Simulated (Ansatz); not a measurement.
## Geometry relaxation, with input and output: MoS

System: MoS (Pm-3m, 2 atoms in the cell).
Method: DFT PBE, scalar-relativistic, plane waves, PAW, no spin polarisation (Ansatz 0.2.0).

The structure was made by a generator, so it may or may not be a known phase. Figures and captions count atoms from 1; the log counts them from 0 in places.

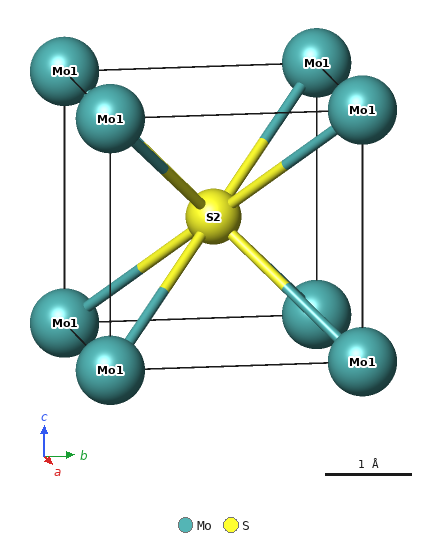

*The input geometry (ball-and-stick view of the cell of the calculation, seen slightly off an axis; atoms are numbered from 1 in the order of the input). An atom can appear more than once, as a periodic image.*

### The input
```yaml
crystal:
  lattice:
    - [3.0044988602, 0.0, 0.0]
    - [0.0, 3.0044988602, 0.0]
    - [0.0, 0.0, 3.0044988602]
  atoms:
    - { symbol: Mo, position: [0.0, 0.0, 0.0] }
    - { symbol: S, position: [0.5, 0.5, 0.5] }
basis:
  ecutwfc: 420
kpoints:
  mp_grid: { grid: [18, 18, 18] }
hamiltonian:
  xc: pbe
scf:
  occupations: { method: gaussian, width: 0.1 }
output:
  forces: true
  stress: true
  eigenvalues: true
  write_density: true
  write_potential: true
  elf: true
  volumetric_format: npy
relax:
  adjacent_minimum: "off"
  f_tol: 0.01
  max_steps: 80
  cell: { stress_tol: 0.05 }
```

Command:
```bash
ansatz run input.yaml --threads 1 --pin off --max-ram 2560MiB --backend cpu --events-out ev --progress --plain --runs-dir out
```

### What the program printed
```
Engine: ansatz 0.2.0, x86_64-unknown-linux-gnu
Pseudopotentials: kind: paw
Pseudopotential: Mo, paw, valence charge 14, recommended cutoff 420 eV (normal), Mo.paw.azcp
Pseudopotential: S, paw, valence charge 6, recommended cutoff 420 eV (normal), S.paw.azcp
Functional definition: PBE
  parameter kappa = 0.804
  parameter beta = 0.06672455060314922
  exchange = pbe_x(kappa = kappa, mu = beta*pi^2/3)
  correlation = pbe_c(beta = beta)
Crystal: 2 atoms, lattice volume = 27.122 Å³
Basis set: ecut = 420 eV, 515 PW (Γ), exchange–correlation on 48×48×48 points (8 copies of the dense FFT grid, shifted against one another)
Bands: 14, of which v1, the nominal top of the filled ones, is band 10 counted from 1 (9 counted from 0)
Symmetry: 48 space group operations
Space group: Pm-3m (ITA 221), of the structure as read, at distance tolerance 3.0e-5 Å
k-points: 220 of 5832
Non-local potential: Mo, projectors of the file, l = 0: 3, l = 1: 2, l = 2: 2, l = 3: 1
Non-local potential: S, projectors of the file, l = 0: 2, l = 1: 2, l = 2: 2
PAW form: soft (Blöchl's): semilocal exchange-correlation on the pseudo side does not see the compensation charge
PAW one-centre angular grid: Mo, 590 points (default); XC on 64 Gauss nodes
PAW one-centre angular grid: S, 110 points (default); XC on 64 Gauss nodes
Initial density: superposition of atomic densities (neutral atoms: chi_scale 0, normalization atom), corrected by the library's trained network
Initial wavefunctions: pseudopotential atomic-orbital guess
Functional: x = pbe(κ = 0.804, μ = 0.2195149727645171), c = pbe(β = 0.06672455060314922)
SCF iter   1: F=—  HF=-5858.392495 eV  |F-HF|=—  |Δ(HF+E_count)|=         —  Δρ=6.73e-3  dr2=3.37e-3  ethr=1.77e-3  ⟨swp⟩=5.1  Hψ=17011  notcnv=0
preconditioner: auto → none  [metal: Δε(μ)=0.018 eV  Ē_g=8.913 eV  σ=0.100 eV  W_gap=0.10  n_scr=6 (ndim 8)  ℏωp=24.7 eV  f_vac=0.000  D(μ)=1.14/eV (n_scr^D=6)  sad-step TF]
SCF iter   2: F=—  HF=-5858.392149 eV  |F-HF|=—  |Δ(HF+E_count)|=   3.46e-4  Δρ=3.78e-3  dr2=1.20e-3  ethr=1.68e-5  ⟨swp⟩=1.2  Hψ=4936  notcnv=0
SCF iter   3: F=—  HF=-5858.392538 eV  |F-HF|=—  |Δ(HF+E_count)|=   3.89e-4  Δρ=3.32e-4  dr2=2.33e-5  ethr=5.98e-6  ⟨swp⟩=2.0  Hψ=4242  notcnv=0
SCF iter   4: F=—  HF=-5858.392510 eV  |F-HF|=—  |Δ(HF+E_count)|=   2.81e-5  Δρ=1.06e-4  dr2=1.80e-6  ethr=1.17e-7  ⟨swp⟩=2.0  Hψ=4214  notcnv=0
iter 5 did not close the SCF: its close was put off for the readings that it lacked (scf_convergence_deferred on its scf_iter line)
SCF iter   5: F=-5858.392511 eV  HF=-5858.392511 eV  |F-HF|=3.89e-8  |Δ(HF+E_count)|=   1.04e-6  Δρ=1.80e-5  dr2=6.08e-8  ethr=9.01e-9  ⟨swp⟩=2.2  Hψ=4184  notcnv=0
SCF iter   6: F=-5858.392511 eV  HF=-5858.392511 eV  |F-HF|=6.48e-9  |Δ(HF+E_count)|=   1.03e-8  Δρ=6.90e-6  dr2=8.84e-9  ethr=3.04e-10  ⟨swp⟩=5.6  Hψ=16379  notcnv=0
SCF 1 converged in 6 iterations: F = -5858.392511 eV  dr2 = 8.84e-9
  greatest PAW one-centre occupation: 0.998 electrons in one spin orbital (limit 2), on the Mo atom at site 0 (counted from 0), in its partial waves of l = 0
relax step   1: F+E_penalty+E_count = -5858.39251083 eV  Δ(F+E_penalty+E_count) = +0.000e0 eV  max|allowed force component| = 3.287e-30 eV/Å  Δτ_max = 0.0000 Å  P = +0.057 GPa  Ω = 27.122 Å³  (6 SCF iters, dr2 threshold 1.00e-7 eV, accepted)
Crystal: 2 atoms, lattice volume = 27.131 Å³
Initial density: handed on by an earlier stage of this run
Initial wavefunctions: those handed on with the density
iter 1 solved again at ethr=3.51e-10 eV; its pass at ethr=3.10e-3 eV (dr2=7.02e-8 eV) is discarded
SCF iter   1: F=—  HF=-5858.392538 eV  |F-HF|=—  |Δ(HF+E_count)|=         —  Δρ=1.59e-5  dr2=7.34e-8  ethr=3.51e-10  ⟨swp⟩=2.0  Hψ=18873  notcnv=0
preconditioner: auto → none  [metal: Δε(μ)=0.017 eV  Ē_g=8.911 eV  σ=0.100 eV  W_gap=0.09  n_scr=6 (ndim 8)  ℏωp=24.7 eV  f_vac=0.000  D(μ)=1.15/eV (n_scr^D=6)]
SCF iter   2: F=—  HF=-5858.392510 eV  |F-HF|=—  |Δ(HF+E_count)|=   2.76e-5  Δρ=7.43e-6  dr2=1.08e-8  ethr=3.51e-10  ⟨swp⟩=2.3  Hψ=4327  notcnv=0
iter 3 did not close the SCF: its close was put off for the readings that it lacked (scf_convergence_deferred on its scf_iter line)
SCF iter   3: F=-5858.392510 eV  HF=-5858.392510 eV  |F-HF|=1.48e-10  |Δ(HF+E_count)|=  9.14e-10  Δρ=1.10e-6  dr2=2.97e-10  ethr=5.42e-11  ⟨swp⟩=2.1  Hψ=4084  notcnv=0
iter 4 did not close the SCF: its close was put off for the readings that it lacked (scf_convergence_deferred on its scf_iter line)
SCF iter   4: F=-5858.392510 eV  HF=-5858.392510 eV  |F-HF|=1.82e-12  |Δ(HF+E_count)|=  7.28e-12  Δρ=9.01e-8  dr2=1.07e-12  ethr=1.49e-12  ⟨swp⟩=2.6  Hψ=4521  notcnv=0
iter 5 did not close the SCF: its close was put off for the readings that it lacked (scf_convergence_deferred on its scf_iter line)
SCF iter   5: F=-5858.392510 eV  HF=-5858.392510 eV  |F-HF|=9.09e-13  |Δ(HF+E_count)|=  1.82e-12  Δρ=3.04e-8  dr2=1.23e-13  ethr=1.00e-12  ⟨swp⟩=1.0  Hψ=3080  notcnv=0
iter 6 did not close the SCF: its close was put off for the readings that it lacked (scf_convergence_deferred on its scf_iter line)
SCF iter   6: F=-5858.392510 eV  HF=-5858.392510 eV  |F-HF|=0.00e0  |Δ(HF+E_count)|=  1.82e-12  Δρ=2.11e-9  dr2=8.39e-16  ethr=1.00e-12  ⟨swp⟩=1.0  Hψ=3080  notcnv=0
SCF iter   7: F=-5858.392510 eV  HF=-5858.392510 eV  |F-HF|=1.82e-12  |Δ(HF+E_count)|=  1.82e-12  Δρ=3.25e-10  dr2=1.27e-17  ethr=1.00e-12  ⟨swp⟩=2.1  Hψ=8920  notcnv=0
SCF 2 converged in 7 iterations: F = -5858.392510 eV  dr2 = 1.27e-17
relax step   2: F+E_penalty+E_count = -5858.39250989 eV  Δ(F+E_penalty+E_count) = +9.425e-7 eV  max|allowed force component| = 1.446e-30 eV/Å  Δτ_max = 0.0000 Å  P = -0.019 GPa  Ω = 27.131 Å³  energy of the carried Pulay correction = -2.070e-6 eV  (7 SCF iters, accepted)
Initial wavefunctions: pseudopotential atomic-orbital guess (no wavefunctions were taken with the density)
iter 1 solved again at ethr=5.44e-8 eV; its pass at ethr=3.10e-3 eV (dr2=1.09e-5 eV) is discarded
SCF iter   1: F=—  HF=-5858.392539 eV  |F-HF|=—  |Δ(HF+E_count)|=         —  Δρ=1.27e-6  dr2=2.79e-10  ethr=5.44e-8  ⟨swp⟩=3.1  Hψ=25718  notcnv=0
eigensolver tolerance schedule: the retry pair's looser diagonalisation over-reported the residual by 39039.09 of it (diagonalisation noise at 2.17 of the residual, at the tolerance the schedule requests for it); recorded, not acted on — ethr = c·dr2/N_el stays at c = 1.0e-1
preconditioner: auto → none  [metal: Δε(μ)=0.017 eV  Ē_g=8.911 eV  σ=0.100 eV  W_gap=0.10  n_scr=6 (ndim 8)  ℏωp=24.7 eV  f_vac=0.000  D(μ)=1.15/eV (n_scr^D=6)]
SCF iter   2: F=—  HF=-5858.392511 eV  |F-HF|=—  |Δ(HF+E_count)|=   2.78e-5  Δρ=6.32e-7  dr2=8.97e-11  ethr=1.39e-12  ⟨swp⟩=3.2  Hψ=6972  notcnv=0
SCF iter   3: F=—  HF=-5858.392511 eV  |F-HF|=—  |Δ(HF+E_count)|=  1.46e-11  Δρ=3.80e-7  dr2=3.29e-11  ethr=1.00e-12  ⟨swp⟩=1.0  Hψ=3080  notcnv=0
iter 4 did not close the SCF: its close was put off for the readings that it lacked (scf_convergence_deferred on its scf_iter line)
SCF iter   4: F=-5858.392511 eV  HF=-5858.392511 eV  |F-HF|=5.46e-12  |Δ(HF+E_count)|=  4.55e-12  Δρ=2.10e-7  dr2=9.51e-12  ethr=1.00e-12  ⟨swp⟩=1.0  Hψ=3080  notcnv=0
iter 5 did not close the SCF: its close was put off for the readings that it lacked (scf_convergence_deferred on its scf_iter line)
SCF iter   5: F=-5858.392511 eV  HF=-5858.392511 eV  |F-HF|=1.82e-12  |Δ(HF+E_count)|=  9.09e-13  Δρ=8.73e-8  dr2=1.59e-12  ethr=1.00e-12  ⟨swp⟩=1.0  Hψ=3080  notcnv=0
iter 6 did not close the SCF: its close was put off for the readings that it lacked (scf_convergence_deferred on its scf_iter line)
SCF iter   6: F=-5858.392511 eV  HF=-5858.392511 eV  |F-HF|=1.82e-12  |Δ(HF+E_count)|=  1.82e-12  Δρ=5.09e-8  dr2=5.51e-13  ethr=1.00e-12  ⟨swp⟩=1.0  Hψ=3080  notcnv=0
iter 7 did not close the SCF: its close was put off for the readings that it lacked (scf_convergence_deferred on its scf_iter line)
SCF iter   7: F=-5858.392511 eV  HF=-5858.392511 eV  |F-HF|=0.00e0  |Δ(HF+E_count)|=  1.82e-12  Δρ=2.37e-8  dr2=1.14e-13  ethr=1.00e-12  ⟨swp⟩=1.0  Hψ=3080  notcnv=0
SCF iter   8: F=-5858.392511 eV  HF=-5858.392511 eV  |F-HF|=1.82e-12  |Δ(HF+E_count)|=  3.64e-12  Δρ=6.30e-9  dr2=8.33e-15  ethr=1.00e-12  ⟨swp⟩=2.9  Hψ=9708  notcnv=0
SCF 3 converged in 8 iterations: F = -5858.392511 eV  dr2 = 8.33e-15
relax step   3: F+E_penalty+E_count = -5858.39251097 eV  Δ(F+E_penalty+E_count) = -1.075e-6 eV  max|allowed force component| = 2.498e-30 eV/Å  Δτ_max = 0.0000 Å  P = -0.019 GPa  Ω = 27.131 Å³  stress off target by 1.93e-2 GPa  SCF on the basis re-selected at this cell (its energy is not comparable with the rows above)  (8 SCF iters)
```

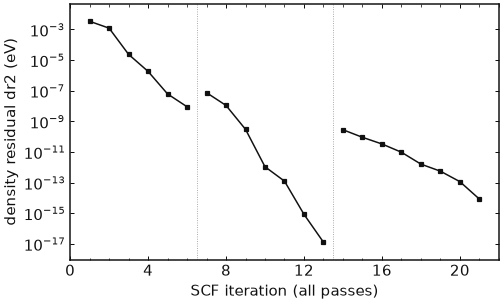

*Convergence of the self-consistent field: density residual dr2 against the SCF iteration. The dotted lines part the SCF passes of the relaxation: geometry steps, rejected trials and re-solves on a re-selected basis.*

The passes take 6, 7 and 8 iterations.

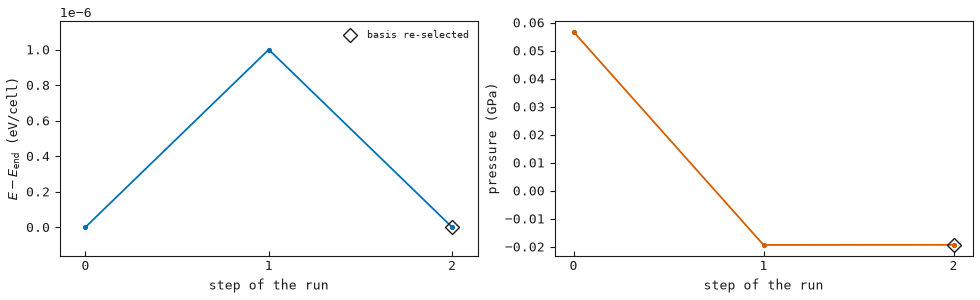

*Progress of the relaxation, step by step (the first geometry is step 0 here and step 1 in the log).*

The atoms keep their places (all moves are under 0.005 Å). The cell doesn't change. The space group stays Pm-3m (No. 221). After 1 geometry step the energy has risen by next to nothing (0.0 meV per cell of the calculation). All forces vanish by symmetry, so only the cell relaxes. Pressure: 0.06 GPa at the start and −0.02 GPa at the end. A last SCF at the same geometry on a re-selected plane-wave basis shifts the energy by next to nothing (0.0 meV per cell of the calculation).

```
basis re-selected at this cell: Δ(F+E_penalty+E_count) = -1.075e-6 eV, ΔP = +0.000 GPa vs the last step (what re-selecting the basis moved, of the pressure what is left beyond the Pulay correction that the steps carried, after the strain that the cell walked since its last selection, with what the two solves' SCF thresholds leave and, on support functions, any second-order correction that the steps lacked; it is no measure of the basis error at this ecutwfc). This SCF's stress stands 1.93e-2 GPa from its target on what of the cell is left free (relax.cell.stress_tol is 5.00e-2 GPa) and its largest allowed force component is 2.50e-30 eV/Å (relax.f_tol is 1.00e-2 eV/Å): within both
SCF converged after 8 iterations
Free energy (F): -5858.392511 eV
Harris-Foulkes:  -5858.392511 eV  (|F-HF|=1.82e-12)
Internal energy: -5858.386772 eV  (E = F + TS)
E sigma→0 (E₀):  -5858.389642 eV
Entropy (-TS):   -0.005739 eV (-2.869 meV/atom)
Fermi energy:    18.881096 eV
--- Per-component energies (eV) ---
  E_band       = -27.077911
  E_kinetic    = 553.847704
  E_local      = -915.093137  (includes V_loc(G=0)·N_el)
  E_nonlocal   = 171.953885
  E_hartree    = 315.482468
  E_xc         = -282.535949
  E_vxc        = -319.295637  (∫ρ·V_xc dr)
  E_paw        = -3802.015096  (= ΣΔE_a)
  E_vpaw       = -149.455706  (= ΣTr[D̂ρ^β])
  E_aug_tail   = 0.000045  (compensation charges beyond the density's cutoff)
  E_ewald      = -1900.026691
  E_smearing   = -0.005739  (= −TS)
  E_closure    = 0.000000  (closes the sum)
  Σ components = -5858.392511   (vs F -5858.392511, Δ=0.00e0)
--- Forces (eV/Å), atoms counted from 1 ---
  atom   1  Mo     0.00000000    -0.00000000    -0.00000000
  atom   2  S     -0.00000000    -0.00000000    -0.00000000
  max |Σ_I F_I| component: 5.52e-30 eV/Å
--- Stress (GPa, compression-positive) ---
       -0.019319      -0.000000       0.000000
       -0.000000      -0.019319      -0.000000
        0.000000      -0.000000      -0.019319
  P = ⅓ Tr σ = -0.0193 GPa (-0.193 kbar)
--- Band table (eV; the first three rows and the last of 220) ---
  k-point 0: bands = ["-42.3821", "-16.3065", "-16.3065", "-16.3065", "2.0373", "14.7149", "14.7149", "16.4596", "16.4596", "16.4596", "19.6506", "19.6506", "19.6506", "23.2052"]
  k-point 1: bands = ["-42.3809", "-16.3210", "-16.3052", "-16.3052", "2.0827", "14.5379", "14.7432", "16.3706", "16.3706", "16.5222", "19.6648", "19.7587", "19.7587", "23.3901"]
  k-point 2: bands = ["-42.3775", "-16.3627", "-16.3013", "-16.3013", "2.2166", "14.0321", "14.8266", "16.1386", "16.1386", "16.7507", "19.7060", "20.0501", "20.0501", "23.8547"]
  k-point 219: bands = ["-42.2675", "-16.6248", "-16.6248", "-16.6248", "6.2695", "10.5504", "10.5504", "10.5504", "21.7376", "21.7376", "22.0740", "22.0740", "22.0740", "23.7600"]
--- Relaxed structure (2 steps of the walk, 2 accepted, 1 SCFs on fresh bases) ---
  F+E_penalty+E_count = -5858.39251097 eV   max|allowed force component| = 2.498e-30 eV/Å   (the final SCF, on the basis selected at the relaxed cell)
  cell:  # Å, volume = 27.1313 Å³
    - [3.00485404793574, -2.4074124304840445e-35, 1.6049416203226965e-35]
    - [-2.4074124304840445e-35, 3.00485404793574, 0.0]
    - [0.0, 0.0, 3.00485404793574]
  atoms:
    - { symbol: Mo, position: [-3.3386217115586216e-37, 6.677243423117243e-37, 0.0] }
    - { symbol: S, position: [0.49999999999999994, 0.49999999999999994, 0.49999999999999994] }
```

### Trajectory as extended XYZ (Å, eV, eV/Å), 3 frames, from step=1 to step=3
```
2
Lattice="3.0045 0.0000 0.0000 0.0000 3.0045 0.0000 0.0000 0.0000 3.0045" Properties=species:S:1:pos:R:3:forces:R:3 step=1 energy=-5858.39251 pressure_GPa=0.06
Mo    0.0000    0.0000    0.0000    0.0000   0.0000   0.0000
S     1.5022    1.5022    1.5022    0.0000   0.0000   0.0000
2
Lattice="3.0049 0.0000 0.0000 0.0000 3.0049 0.0000 0.0000 0.0000 3.0049" Properties=species:S:1:pos:R:3:forces:R:3 step=2 energy=-5858.39251 pressure_GPa=-0.02
Mo    0.0000    0.0000    0.0000    0.0000   0.0000   0.0000
S     1.5024    1.5024    1.5024    0.0000   0.0000   0.0000
2
Lattice="3.0049 0.0000 0.0000 0.0000 3.0049 0.0000 0.0000 0.0000 3.0049" Properties=species:S:1:pos:R:3:forces:R:3 step=3 energy=-5858.39251 pressure_GPa=-0.02
Mo    0.0000    0.0000    0.0000    0.0000   0.0000   0.0000
S     1.5024    1.5024    1.5024    0.0000   0.0000   0.0000
```

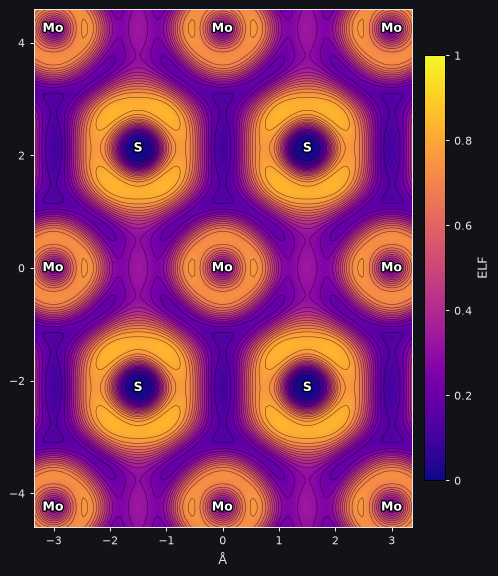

*ELF on the (11̄0) plane of the conventional cell.*

Atoms in the plane: Mo and S. Mo–S (2.60 Å): the ELF is about 0.30 at the midpoint. The strong features right at Mo lie inside the PAW spheres (semicore, d or f shells) and say nothing about bonding. Core electrons are frozen (PAW), so the fields are smoothed inside the atomic spheres.

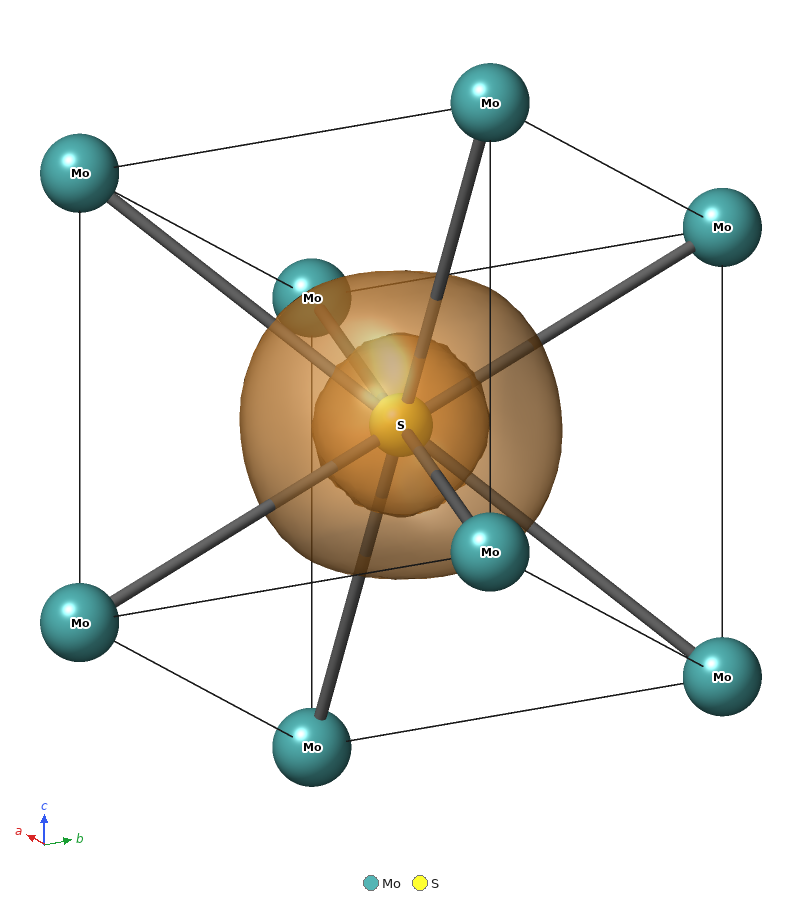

*Isosurface of the ELF at 0.7 (orange), seen at an oblique angle. Core shells and regions of very low density are left out. Sticks mark near contacts. The outline is the cell set on symmetry axes.*

Along the contacts the grid gives the following. Mo–S (2.60 Å): the ELF is about 0.30 at the midpoint.

### Summary

| quantity | value |
| --- | --- |
| outcome | converged |
| space group (tolerance 0.01 Å) | Pm-3m (221) |
| electrons treated | 20 |
| free energy | −5858.3925 eV |
| Fermi energy | 18.881 eV |
| gap on the k-point mesh | none (metallic) |
| pressure | −0.02 GPa |
| final volume | 27.13 Å³ |
| largest force (length of the vector) at the end | under 0.001 eV/Å |
| final cell | a = 3.005 Å, b = 3.005 Å, c = 3.005 Å, α = 90.00°, β = 90.00°, γ = 90.00° |
| hardware | 1 thread of Intel Xeon @ 2.50GHz (Skylake/Cascade Lake), 189 GiB of memory available, shared host |
| wall time | 39 s |
| peak memory | 0.41 GiB |
